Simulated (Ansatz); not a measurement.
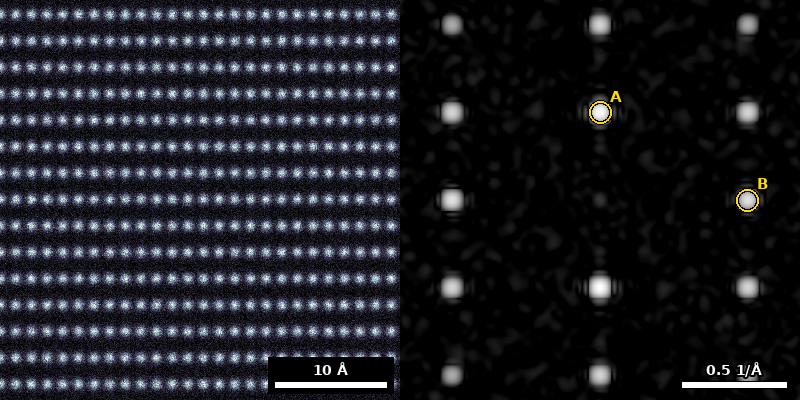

Dark-field STEM-like image of a crystal. Simulation: incoherent imaging, intensity Z^1.7 per atom, probe width 0.68 Å, thin sample. The probe carries 25 % of its weight in a tail 2.5 times as wide. The display is stretched by a gamma of 0.8; percentages refer to the linear signal. Shot noise was added.

The right panel is the modulus of the image's Fourier transform on a logarithmic scale.

Q: Which lattice spacings do the marked spots stand for, and what angle do A and B enclose?

A: 2.4 Å, B: 1.4 Å; A and B enclose about 90°.

The crystal is Pd (P6_3/mmc, No. 194) along [210]; the spots are (0 0 -2) and (1 -2 0). Structure: the geometry given to an electronic-structure calculation, possibly off equilibrium; the starting structure was generated, so it need not be a known form of this composition.
